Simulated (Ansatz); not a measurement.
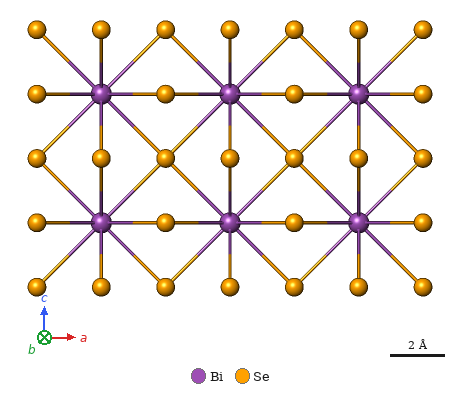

Solid BiSe3 (a generated structure, set up in Pm-3m) (coarse preliminary run), before the relaxation. The picture is a ball-and-stick view of the cell of the calculation, repeated 2 × 1 × 1 with one cell outlined, seen along the b axis.

The calculation used Ansatz 0.2.0, DFT PBE, scalar-relativistic, plane waves, PAW.

Input file:
```yaml
crystal:
  lattice:
    - [4.83187464, 0.0, 0.0]
    - [0.0, 4.83187464, 0.0]
    - [0.0, 0.0, 4.83187464]
  atoms:
    - { symbol: Bi, position: [0.0, 0.0, 0.0] }
    - { symbol: Se, position: [0.0, 0.5, 0.5] }
    - { symbol: Se, position: [0.5, 0.0, 0.5] }
    - { symbol: Se, position: [0.5, 0.5, 0.0] }
basis:
  ecutwfc: 420
kpoints:
  mp_grid: { grid: [4, 4, 4] }
hamiltonian:
  xc: pbe
scf:
  occupations: { method: gaussian, width: 0.1 }
  lower_state_search: "off"
output:
  forces: true
  stress: true
  eigenvalues: true
relax:
  adjacent_minimum: "off"
  f_tol: 0.04
  max_steps: 70
  cell: { stress_tol: 0.4 }
```

Launched with:
```bash
ansatz run input.yaml --threads 1 --pin off --max-ram 2560MiB --backend cpu --events-out ev --progress --plain --runs-dir out
```

Question: What does the optimiser find from here?

Answer: The energy falls by 128 meV per atom in 3 accepted moves (4 points after the start). All forces vanish by symmetry, so only the cell relaxes. The pressure goes from −7.49 to −0.02 GPa. The SCF was repeated once at an unchanged geometry on a basis and grid sized afresh for the cell, which shifted the energy by 0.5 meV per atom at most. No atom moves by more than 0.005 Å relative to the cell. The drawn cell changes as follows: a = b = c 4.832 → 4.553 Å (−5.8 %); the volume changes by −16.3 %. Some distances before and after: Bi1–Se2 3.417 → 3.219 Å. The space group stays Pm-3m (No. 221). Cost: 26 s on 1 thread of Arm Neoverse N1, with other jobs on the host, peak memory 0.37 GiB.

History of the run:

| step | E − E(0), meV/atom | pressure, GPa | volume, Å³/atom | note |
| --- | --- | --- | --- | --- |
| 0 | 0.00 | -7.49 | 28.202 |  |
| 1 | -124.65 | -1.71 | 24.276 |  |
| 2 | -127.89 | 0.76 | 23.315 |  |
| 3 | -128.51 | -0.01 | 23.593 |  |
| 4 | -128.02 | -0.02 | 23.593 | same geometry, new basis |

The structure at the end:

```xyz
4
Lattice="4.5528 0.0000 0.0000 0.0000 4.5528 0.0000 0.0000 0.0000 4.5528" Properties=species:S:1:pos:R:3 pbc="T T T"
Bi    4.5528    4.5528    4.5528
Se    4.5528    2.2764    2.2764
Se    2.2764    4.5528    2.2764
Se    2.2764    2.2764    4.5528
```

The end point in the same view:

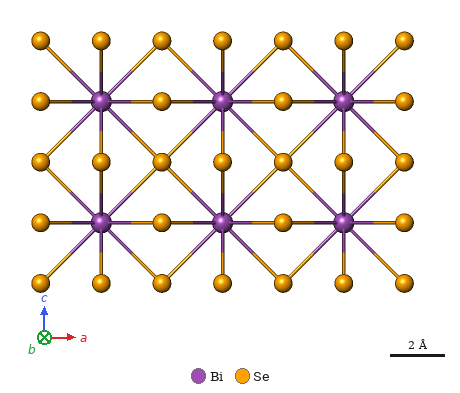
